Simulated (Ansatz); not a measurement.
## Screening in GaP (F-43m)

Aim: the electronic dielectric constant of GaP (F-43m) by perturbation theory, a sum over states and the RPA step of G0W0.

Calculated with Ansatz 0.2.0; linear response on PBE, plane waves, PAW.

**1. Set-up**

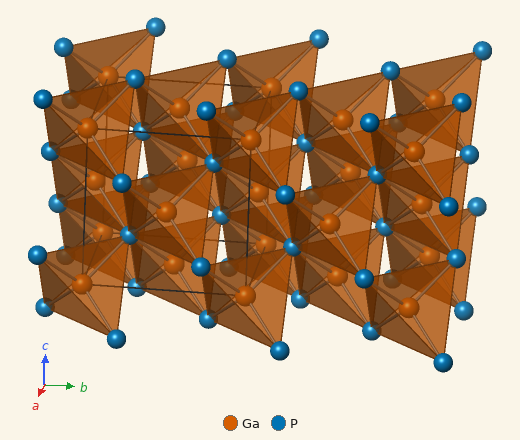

The starting structure, seen slightly off an axis (gallium orange, phosphorus blue). 1×2×1 cells are drawn. This picture shows the conventional cell, with its axes. Some periodic images of atoms are drawn too.

Structure file:

```cif
data_structure
_symmetry_space_group_name_H-M 'P 1'
_symmetry_Int_Tables_number 1
_cell_length_a 3.8541
_cell_length_b 3.8541
_cell_length_c 3.8541
_cell_angle_alpha 60.000
_cell_angle_beta 60.000
_cell_angle_gamma 60.000
_cell_volume 40.48
loop_
_atom_site_label
_atom_site_type_symbol
_atom_site_fract_x
_atom_site_fract_y
_atom_site_fract_z
_atom_site_occupancy
Ga1 Ga 0.00000 0.00000 0.00000 1
P2 P 0.25000 0.25000 0.25000 1
```

The cell and positions come from the Crystallography Open Database and are kept as given unless a step says otherwise. The default PAW set here is soft_2. Its files were made with PBE.

**2. Response to a homogeneous field**

ε∞ sets how strongly the crystal screens. Perturbation theory gives it with local fields and without a sum over empty bands.

This step: dielectric response by perturbation theory, PBE, plane waves, PAW.

The input, input.yaml:

```yaml
crystal:
  lattice:
    - [0.0, 2.72525, 2.72525]
    - [2.72525, 0.0, 2.72525]
    - [2.72525, 2.72525, 0.0]
  atoms:
    - { symbol: Ga, position: [0.0, 0.0, 0.0] }
    - { symbol: P, position: [0.25, 0.25, 0.25] }
kpoints:
  mp_grid: { grid: [6, 6, 6] }
hamiltonian:
  xc: pbe
scf:
  occupations: { method: fixed }
dielectric: {}
```

The run is started by

```bash
$ ansatz run input.yaml --threads 3 --pin off --max-ram 64512MiB --backend cuda --events-out ev --progress --plain --runs-dir out --devices 1 --max-vram 24GiB  # rebuilt from the run's record
```

Numbers of over 12 decimals in the logs are rounded to 6 here.

What it wrote:

```text
GPUs: using 1 of 1 available (devices: 1).
Engine: ansatz 0.2.0, x86_64-unknown-linux-gnu
Pseudopotentials: kind: paw
Pseudopotential: Ga, paw, valence charge 13, recommended cutoff 420 eV (normal), Ga.paw.azcp
Pseudopotential: P, paw, valence charge 5, recommended cutoff 420 eV (normal), P.paw.azcp
Functional definition: PBE
  parameter kappa = 0.804
  parameter beta = 0.066725
  exchange = pbe_x(kappa = kappa, mu = beta*pi^2/3)
  correlation = pbe_c(beta = beta)
device memory: the entry about to start is reckoned to put 0.9 GiB on a device that reports 69.9 GiB free (of which the cap on the GPU budget leaves the run 24.0 GiB)
GPU FFT provider: cuFFT
GPU libraries: cuBLAS 13.8.2, cuFFT 12.4.0, cuSOLVER 12.3.4
Crystal: 2 atoms, lattice volume = 40.481 Å³
Basis set: ecut = 420 eV, 749 PW (Γ), exchange–correlation on 54×54×54 points (8 copies of the dense FFT grid, shifted against one another)
Bands: 13, of which v1, the nominal top of the filled ones, is band 9 counted from 1 (8 counted from 0)
Symmetry: 24 space group operations
k-points: 46 of 216 (irreducible under 4 space group operations, time reversal used)
Non-local potential: Ga, projectors of the file, l = 0: 2, l = 1: 2, l = 2: 3, l = 3: 1
Non-local potential: P, projectors of the file, l = 0: 2, l = 1: 2, l = 2: 2
PAW form: soft (Blöchl's): semilocal exchange-correlation on the pseudo side does not see the compensation charge
PAW one-centre angular grid: Ga, 590 points (default); XC on 64 Gauss nodes
PAW one-centre angular grid: P, 110 points (default); XC on 64 Gauss nodes
Initial density: superposition of atomic densities (neutral atoms: chi_scale 0, normalization atom), corrected by the library's trained network
Initial wavefunctions: pseudopotential atomic-orbital guess
GPU buffer pool allocated for 19683 grid points (all kernels)
GPU transforms: local potential and band sums: pruned to the plane-wave sphere, on 25×25×25
Functional: x = pbe(κ = 0.804, μ = 0.219515), c = pbe(β = 0.066725)
SCF iter   1: F=—  HF=-4539.535056 eV  |F-HF|=—  |Δ(HF+E_count)|=         —  Δρ=1.42e-3  dr2=8.82e-4  ethr=1.77e-3  ⟨swp⟩=4.9  Hψ=3202  notcnv=0  defer=82
preconditioner: auto → none  [insulator: Δε(μ)=1.644 eV  Ē_g=15.511 eV  n_scr=14 (ndim 8)  ℏωp=24.8 eV  f_vac=0.011  ε∞_Penn≈3.5]
SCF iter   2: F=—  HF=-4539.534317 eV  |F-HF|=—  |Δ(HF+E_count)|=   7.39e-4  Δρ=1.23e-3  dr2=4.04e-4  ethr=4.90e-6  ⟨swp⟩=2.8  Hψ=1548  notcnv=0  defer=91
SCF iter   3: F=—  HF=-4539.534124 eV  |F-HF|=—  |Δ(HF+E_count)|=   1.93e-4  Δρ=4.62e-4  dr2=6.03e-5  ethr=2.24e-6  ⟨swp⟩=2.0  Hψ=1114  notcnv=0  defer=84
SCF iter   4: F=—  HF=-4539.534167 eV  |F-HF|=—  |Δ(HF+E_count)|=   4.30e-5  Δρ=1.70e-4  dr2=6.35e-6  ethr=3.35e-7  ⟨swp⟩=2.0  Hψ=1103  notcnv=0  defer=80
SCF iter   5: F=—  HF=-4539.534164 eV  |F-HF|=—  |Δ(HF+E_count)|=   3.14e-6  Δρ=3.95e-5  dr2=7.34e-7  ethr=3.53e-8  ⟨swp⟩=2.0  Hψ=1000  notcnv=0  defer=73
SCF iter   6: F=—  HF=-4539.534185 eV  |F-HF|=—  |Δ(HF+E_count)|=   2.06e-5  Δρ=2.63e-5  dr2=1.41e-7  ethr=4.08e-9  ⟨swp⟩=2.0  Hψ=782  notcnv=0  defer=73
SCF iter   7: F=—  HF=-4539.534185 eV  |F-HF|=—  |Δ(HF+E_count)|=   1.32e-8  Δρ=5.40e-6  dr2=5.21e-9  ethr=7.84e-10  ⟨swp⟩=2.0  Hψ=966  notcnv=0  defer=73
SCF iter   8: F=—  HF=-4539.534185 eV  |F-HF|=—  |Δ(HF+E_count)|=   2.16e-9  Δρ=1.20e-6  dr2=2.69e-10  ethr=2.89e-11  ⟨swp⟩=2.0  Hψ=1003  notcnv=0  defer=73
SCF iter   9: F=-4539.534185 eV  HF=-4539.534185 eV  |F-HF|=2.46e-11  |Δ(HF+E_count)|=  1.08e-10  Δρ=3.41e-7  dr2=2.15e-11  ethr=1.00e-12  ⟨swp⟩=5.9  Hψ=2602  notcnv=0
SCF 1 converged in 9 iterations: F = -4539.534185 eV  dr2 = 2.15e-11
  greatest PAW one-centre occupation: 0.994 electrons in one spin orbital (limit 2), on the Ga atom at site 0 (counted from 0), in its partial waves of l = 2
the response reads at least the filled bands of the reference SCF and the lowest empty band at each k-point, and that SCF's band table does not vouch for those bands. The notice of the band table in this run's record says why
device memory: the entry about to start is reckoned to put 0.3 GiB on a device that reports 69.9 GiB free (of which the cap on the GPU budget leaves the run 24.0 GiB)
NSCF: frozen V_eff on 1 k-points
device memory: the entry about to start is reckoned to put 0.3 GiB on a device that reports 69.8 GiB free (of which the cap on the GPU budget leaves the run 24.0 GiB)
NSCF: frozen V_eff on 1 k-points
device memory: the entry about to start is reckoned to put 0.1 GiB on a device that reports 69.8 GiB free (of which the cap on the GPU budget leaves the run 24.0 GiB)
device memory: the entry about to start is reckoned to put 0.7 GiB on a device that reports 69.8 GiB free (of which the cap on the GPU budget leaves the run 24.0 GiB)
DFPT response loops at Γ: preconditioner auto → none (the input reference at scf.mixing.eps_inf says where Resta's filter doesn't serve); β = 0.50; Broyden in place of MSR1
── the response to a field inside a basis, on 8×8×8 k-points: an SCF that follows is theirs, and a resumed run solves both again ──
device memory: the entry about to start is reckoned to put 0.2 GiB on a device that reports 66.4 GiB free (of which the cap on the GPU budget leaves the run 24.0 GiB)
GPU FFT provider: cuFFT
GPU libraries: cuBLAS 13.8.2, cuFFT 12.4.0, cuSOLVER 12.3.4
Bands: 10, of which v1, the nominal top of the filled ones, is band 9 counted from 1 (8 counted from 0)
k-points: 60
Initial density: handed on by an earlier stage of this run
Initial wavefunctions: pseudopotential atomic-orbital guess (no wavefunctions were taken with the density)
GPU buffer pool allocated for 19683 grid points (all kernels)
GPU transforms: band sums: pruned to the plane-wave sphere, on 25×25×25
Eigensolver: Dense (60 Hₖ)
SCF iter   1: F=—  HF=-4539.549073 eV  |F-HF|=—  |Δ(HF+E_count)|=         —  Δρ=4.10e-4  dr2=1.08e-4  ethr=1.00e-1
preconditioner: auto → none  [insulator: Δε(μ)=1.741 eV  Ē_g=13.172 eV  n_scr=14 (ndim 8)  ℏωp=24.8 eV  f_vac=0.008  ε∞_Penn≈4.5]
SCF iter   2: F=—  HF=-4539.549044 eV  |F-HF|=—  |Δ(HF+E_count)|=   2.90e-5  Δρ=1.57e-4  dr2=6.89e-6  ethr=5.98e-7
SCF iter   3: F=—  HF=-4539.549045 eV  |F-HF|=—  |Δ(HF+E_count)|=   1.07e-6  Δρ=7.01e-5  dr2=1.42e-6  ethr=3.83e-8
SCF iter   4: F=—  HF=-4539.549046 eV  |F-HF|=—  |Δ(HF+E_count)|=   4.53e-7  Δρ=1.98e-5  dr2=1.21e-7  ethr=7.87e-9
SCF iter   5: F=-4539.549046 eV  HF=-4539.549046 eV  |F-HF|=4.04e-9  |Δ(HF+E_count)|=   1.03e-7  Δρ=3.73e-6  dr2=3.02e-9  ethr=6.70e-10
SCF 1 converged in 5 iterations: F = -4539.549046 eV  dr2 = 3.02e-9
device memory: the entry about to start is reckoned to put 0.1 GiB on a device that reports 69.7 GiB free (of which the cap on the GPU budget leaves the run 24.0 GiB)
device memory: the entry about to start is reckoned to put 0.4 GiB on a device that reports 69.7 GiB free (of which the cap on the GPU budget leaves the run 23.9 GiB)
DFPT response loops at Γ: mixed as the last ones told, above
SCF converged after 9 iterations
Free energy (F): -4539.534185 eV
Harris-Foulkes:  -4539.534185 eV  (|F-HF|=2.46e-11)
Internal energy: -4539.534185 eV  (E = F + TS)
E sigma→0 (E₀):  -4539.534185 eV
Fermi energy:    7.092284 eV
--- Per-component energies (eV) ---
  E_band       = -58.173703
  E_kinetic    = 186.372962
  E_local      = -2200.545142  (includes V_loc(G=0)·N_el)
  E_nonlocal   = 458.868138
  E_hartree    = 1017.618873
  E_xc         = -130.788903
  E_vxc        = -119.043715  (∫ρ·V_xc dr)
  E_paw        = -2558.415064  (= ΣΔE_a)
  E_vpaw       = -419.063318  (= ΣTr[D̂ρ^β])
  E_aug_tail   = -0.000104  (compensation charges beyond the density's cutoff)
  E_ewald      = -1312.644944
  E_smearing   = -0.000000  (= −TS)
  E_closure    = -0.000000  (closes the sum)
  Σ components = -4539.534185   (vs F -4539.534185, Δ=0.00e0)
--- Band table (eV; the first three rows and the last of 46) ---
  k-point 0: bands = [... 5 lower, -5.4012, 7.0923, 7.0923, 7.0923, 8.9192, 10.9731, 10.9731, 10.9731]
  k-point 1: bands = [... 5 lower, -5.0450, 4.7047, 6.7210, 6.7210, 9.5048, 11.5214, 11.5214, 12.1169]
  k-point 2: bands = [... 5 lower, -4.0976, 1.8834, 6.1848, 6.1848, 8.9897, 11.8980, 11.8980, 14.6885]
  k-point 45: bands = [... 5 lower, -2.6694, 0.6945, 3.4030, 4.6180, 10.9990, 11.6441, 13.4326, 14.9112]
--- Dielectric response (ions clamped): 3 representative field directions + reference, inside a basis on a mesh of 512 k-points (Σ response iterations 15) ---
  ε∞ (high-frequency dielectric tensor):
       10.372744    -0.000000    -0.000000
       -0.000000    10.372744     0.000000
       -0.000000     0.000000    10.372744
  Born effective charges Z* (e; rows j = field, columns β = displacement):
    site 0:
         2.14767    0.00000   -0.00000
         0.00000    2.14767    0.00000
        -0.00000    0.00000    2.14767
    site 1:
        -2.14767   -0.00000    0.00000
        -0.00000   -2.14767   -0.00000
         0.00000   -0.00000   -2.14767
  Z* charge neutrality: 3.124e-4 e pre-enforcement
  solved inside a basis spanned on kpoints, on 8×8×8 k-points transformed towards the longest dipole: ε∞ is read to err by 2.9e-2, Z* by 1.4e-2 e (field_mesh: kpoints solves on kpoints); Z* is corrected for what the basis lacks
```

It took 23 s on 1 × NVIDIA H100 80GB HBM3 (shared by 3 runs) with 3 threads of AMD EPYC 7R13 (Zen 3), shared host; peak memory 1.2 GiB; 20 s of CPU time.

In the SCF lines HF is the Harris–Foulkes energy and dr2 the Hartree energy of the density residual, in eV; the loop may stop once dr2 is under the threshold and the program's other checks hold. Hψ counts applications of the Hamiltonian.

This step gave:

```yaml
stated_error_of_eps_infinity: 0.029
```

One over ε∞ averages 0.10, well under the quarter of exact exchange in PBE0, which by this rule of thumb may open the gap too far.

High-frequency dielectric tensor:

```
10.37  0.00  0.00
 0.00 10.37  0.00
 0.00  0.00 10.37
```

Born effective charge (e), principal values of the symmetric part by kind of site:

```
atom  atoms with these values    low  middle   high   mean
 Ga1                        1   2.15    2.15   2.15   2.15
  P2                        1  -2.15   -2.15  -2.15  -2.15
```

In full for P2:

```
-2.15  0.00  0.00
 0.00 -2.15  0.00
 0.00  0.00 -2.15
```

**3. Independent-particle spectrum**

The independent-particle spectrum shows where the oscillator strength lies, before excitons and local fields.

This step: independent-particle optics on PBE, plane waves, PAW.

input.yaml, the sections that differ from step 2:

```yaml
kpoints:
  mp_grid: { grid: [8, 8, 8] }
scf:
  occupations: { method: fixed }
  n_extra_bands: 27
output:
  optics: { e_range: [0, 25], de: 0.1, sigma: 0.2 }
# crystal, hamiltonian: as in step 2
# dielectric: removed
```

What it wrote:

```text
[...]
GPUs: using 1 of 1 available (devices: 1).
[...]
GPU FFT provider: cuFFT
GPU libraries: cuBLAS 13.8.2, cuFFT 12.4.0, cuSOLVER 12.3.4
Crystal: 2 atoms, lattice volume = 40.481 Å³
Basis set: ecut = 420 eV, 749 PW (Γ)
Bands: 36, of which v1, the nominal top of the filled ones, is band 9 counted from 1 (8 counted from 0)
Symmetry: 24 space group operations
[...]
k-points: 29 of 512 (time reversal used)
[...]
GPU buffer pool allocated for 19683 grid points (all kernels)
[...]
SCF iter   1: F=—  HF=-4539.548288 eV  |F-HF|=—  |Δ(HF+E_count)|=         —  Δρ=1.36e-3  dr2=1.16e-3  ethr=1.77e-3  ⟨swp⟩=4.7  Hψ=3971  notcnv=0  defer=717
[...]
SCF iter   8: F=-4539.547886 eV  HF=-4539.547886 eV  |F-HF|=1.00e-11  |Δ(HF+E_count)|=  1.19e-10  Δρ=2.03e-7  dr2=7.81e-12  ethr=1.00e-12  ⟨swp⟩=12.7  Hψ=8682  notcnv=0
SCF 1 converged in 8 iterations: F = -4539.547886 eV  dr2 = 7.81e-12
[...]
Optics k sum: 0 of 29 k-points
Optics k sum: 2 of 29 k-points
[...]
Optics k sum: 29 of 29 k-points
[...]
SCF converged after 8 iterations
Free energy (F): -4539.547886 eV
[...]
Internal energy: -4539.547886 eV  (E = F + TS)
E sigma→0 (E₀):  -4539.547886 eV
Fermi energy:    7.085933 eV
[...]
--- Band table (eV; the first three rows and the last of 29) ---
  k-point 0: bands = [... 5 lower, -5.4064, 7.0859, 7.0859, 7.0859, 8.9143, 10.9710, 10.9710, 10.9710, ... 23 higher]
  k-point 1: bands = [... 5 lower, -5.2039, 5.4583, 6.8561, 6.8561, 9.5376, 11.3201, 11.3201, 11.5528, ... 23 higher]
  k-point 2: bands = [... 5 lower, -4.6303, 3.2111, 6.4233, 6.4233, 9.2434, 11.8254, 11.8254, 13.4326, ... 23 higher]
  k-point 28: bands = [... 5 lower, -2.3485, 0.5382, 3.5112, 3.6660, 11.7868, 11.9484, 13.1883, 13.2301, ... 23 higher]
```

It took 7 s on 1 × NVIDIA H100 80GB HBM3 (shared by 3 runs) with 3 threads; peak memory 1.1 GiB; 13 s of CPU time.

Numbers from this step:

| Item | Value |
| --- | --- |
| ε∞ without local fields (xx, yy, zz) | 10.90, 10.90, 10.90 |
| electrons in the f-sum (xx, yy, zz) | 9.132, 9.132, 9.132 |
| bands in the explicit sum (the static value is completed to all bands) | 36 |

The sum gives ε∞ = 10.90 without local fields.

The ε₂, xx=yy=zz has structure finer than the step of the table below, so its rows give means over 1 eV, whole bins alone (the curve runs from 0 to 25 eV). Peaks (eV: height): 4.5: 34.1.

Independent particles, no local fields, Gaussian width 0.2 eV. The ε₂, xx=yy=zz by photon energy; means over each step:

```
photon energy (eV)  ε₂, xx=yy=zz
                 1        1.8e-4
                 2         0.695
                 3          9.84
                 4          19.7
                 5          18.0
                 6          10.1
                 7          4.73
                 8          2.72
                 9          2.16
                10          1.42
                11         0.906
                12         0.612
                13         0.438
                14         0.323
                15         0.226
                16         0.191
                17         0.230
                18         0.193
                19         0.225
                20         0.199
                21         0.149
                22         0.121
                23         0.113
                24         0.107
```

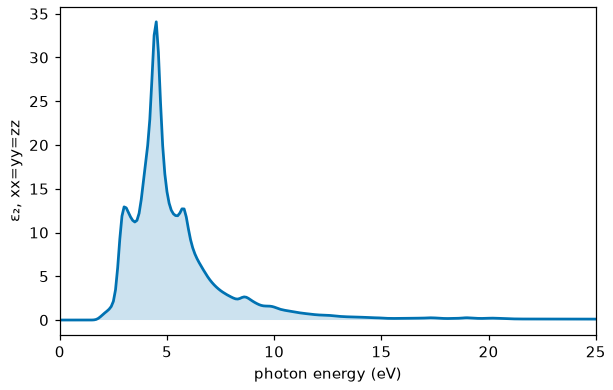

ε₂, xx=yy=zz against photon energy.

Independent particles, no local fields, Gaussian width 0.2 eV. Table of loss function, xx=yy=zz by photon energy; read off at these points:

| photon energy (eV) | loss function, xx=yy=zz |
| --- | --- |
| 1 | 0 |
| 2 | 0.00279 |
| 3 | 0.0278 |
| 4 | 0.0291 |
| 5 | 0.0551 |
| 6 | 0.0637 |
| 7 | 0.0899 |
| 8 | 0.135 |
| 9 | 0.166 |
| 10 | 0.214 |
| 11 | 0.260 |
| 12 | 0.365 |
| 13 | 0.524 |
| 14 | 0.964 |
| 15 | 1.83 |
| 16 | 5.28 |
| 17 | 3.21 |
| 18 | 2.51 |
| 19 | 1.72 |
| 20 | 1.24 |
| 21 | 1.00 |
| 22 | 0.542 |
| 23 | 0.430 |
| 24 | 0.324 |
| 25 | 0.297 |

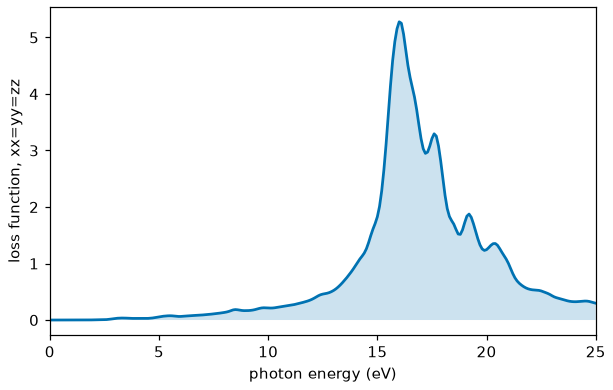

Loss function, xx=yy=zz, plotted against photon energy.

**4. RPA screening from the G0W0 run**

G0W0 replaces the xc potential by the self-energy, built once from these orbitals. Only a window of levels is corrected, while the sums run over the empty bands that the input names.

This step: G0W0 on PBE, plane waves, PAW.

input.yaml, the sections that differ from step 3:

```yaml
kpoints:
  mp_grid: { grid: [6, 6, 6] }
scf:
  occupations: { method: fixed }
gw:
  n_empty_bands: 259
  ecut_chi: 200.0
  qp_bands: [v2, c2]
  qp_kpoints: band_edges
  screening: { model: contour_deformation }
# crystal, hamiltonian: as in step 3
# output: removed
```

What it wrote:

```text
GPUs: using 1 of 1 available (devices: 1).
[...]
GPU FFT provider: cuFFT
GPU libraries: cuBLAS 13.8.2, cuFFT 12.4.0, cuSOLVER 12.3.4
Crystal: 2 atoms, lattice volume = 40.481 Å³
Basis set: ecut = 420 eV, 749 PW (Γ)
Bands: 13, of which v1, the nominal top of the filled ones, is band 9 counted from 1 (8 counted from 0)
Symmetry: 24 space group operations
[...]
k-points: 16 of 216 (time reversal used)
[...]
1    11     11.5213    -7.5906    -4.6413   -12.3376  0.7652    11.6271    11.6269  root
[...]
12     8      4.4071   -16.0064     2.0946   -13.1652  0.7416     3.6493     3.6606  root
    12     9      4.4071   -16.0064     2.0946   -13.1652  0.7416     3.6493     3.6606  root
    12    10      8.7432    -6.9016    -3.8046   -10.5886  0.7926     8.6258     8.6256  root
    12    11      8.9127    -7.9321    -3.9682   -11.8951  0.7849     8.9075     8.9075  root
[key lines of the parts left out:]
SCF converged after 7 iterations
Free energy (F): -4539.534179 eV
Fermi energy:    7.092276 eV
```

The job ended after 12 s (1 × NVIDIA H100 80GB HBM3 (shared by 3 runs) with 3 threads; peak memory 1.3 GiB).

This step gave:

- bands summed: 268
- RPA ε∞ on this mesh (eigenvalues): 12.17, 12.17, 12.17
- plane waves in the screening matrix: 259
- G0W0 gap on the mesh: 2.187 eV
- k of the valence top: 0, 0, 0
- k of the conduction bottom: 0, -0.5, -0.5
- starting gap on the mesh: 1.651 eV
- least direct G0W0 gap on the computed points: 2.604 eV

The gap on the mesh goes from 1.65 eV to 2.19 eV, a correction of +0.54 eV. Between the two edge states, bare exchange in place of the xc potential would open the gap by 5.43 eV, and correlation takes back 4.90 eV.

Mean over the mesh in bins of 0.25 1/Å. Static inverse dielectric function, diagonal against length of q+G:

| length of q+G (Å⁻¹) | static inverse dielectric function, diagonal |
| --- | --- |
| 0.33 | 0.148 |
| 0.77 | 0.249 |
| 1.24 | 0.393 |
| 1.73 | 0.533 |
| 2.51 | 0.712 |
| 3.01 | 0.791 |
| 3.51 | 0.853 |
| 4.01 | 0.903 |
| 4.50 | 0.935 |
| 4.99 | 0.956 |
| 5.75 | 0.975 |
| 6.26 | 0.983 |
| 6.75 | 0.989 |
| 7.18 | 0.992 |

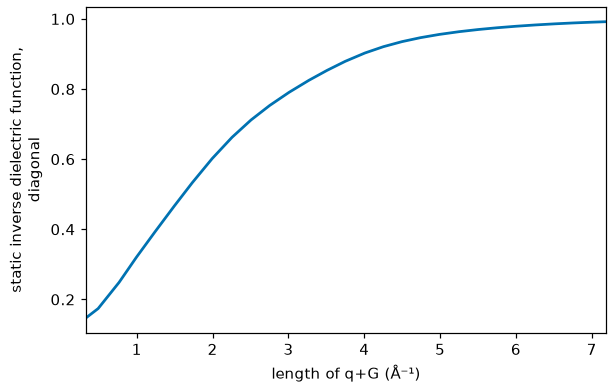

Static inverse dielectric function, diagonal, plotted against length of q+G.

**5. The values together**

Times are wall times on 1 × NVIDIA H100 80GB HBM3 (shared by 3 runs) with 3 threads of AMD EPYC 7R13 (Zen 3), shared host, good to a factor of about two.

```csv
method,mesh,"ε∞, low",middle,high,mean,time
perturbation theory (local fields and xc kernel),6×6×6 (response on 512 points),10.37,10.37,10.37,10.37,23 s
sum over states (no local fields),8×8×8,10.90,10.90,10.90,10.90,7 s
"RPA with local fields, on the GW mesh",6×6×6,12.17,12.17,12.17,12.17,12 s
```

**6. What came out**

```yaml
perturbation_theory_local_fields_and_xc_kernel: 10.37, 10.37, 10.37
sum_over_states_no_local_fields: 10.90, 10.90, 10.90
rpa_with_local_fields_on_the_gw_mesh: 12.17, 12.17, 12.17
```

In words: Mean Born effective charge: Ga1 2.15, P2 -2.15 e. The ε₂, xx=yy=zz has its highest peak at 4.5 eV. The loss function, xx=yy=zz has its highest peak at 16 eV. The sum without local fields gives 10.90 in the mean against 10.37 by perturbation theory; local fields lower ε∞ and the xc kernel gives part of it back, though the sum also carries the error of its own mesh. The RPA values on the 6×6×6 mesh average 1.17 times those of perturbation theory (means 12.17 and 10.37). Without the xc kernel RPA should lie a little lower; it lies higher here. Perturbation theory sums its response on a denser mesh of its own, so the coarser sum of the GW run is the likely cause. PBE usually puts the gap too low, which tends to raise ε∞. Ions are clamped, so the lattice part of the static constant is not in these numbers.

[Paths, hosts, dates, memory and timing lines, banners, echoed tables and standing remarks are left out of the program output.]

[Logs are printed without paths, hosts, clocks, repeated set-up lines and the standing remarks that a program may print on its own settings, such as how far it seeks lower states.]

[Runs of the session that timed out or met a known fault of the program may be left out.]

[Cells called generated may have been cut or substituted from an entry of the Crystallography Open Database or the Materials Project.]

[Hosts, paths, dates, database ids (printed as entryN), source tags and the programs' standing remarks are cut or masked in the printed files.]
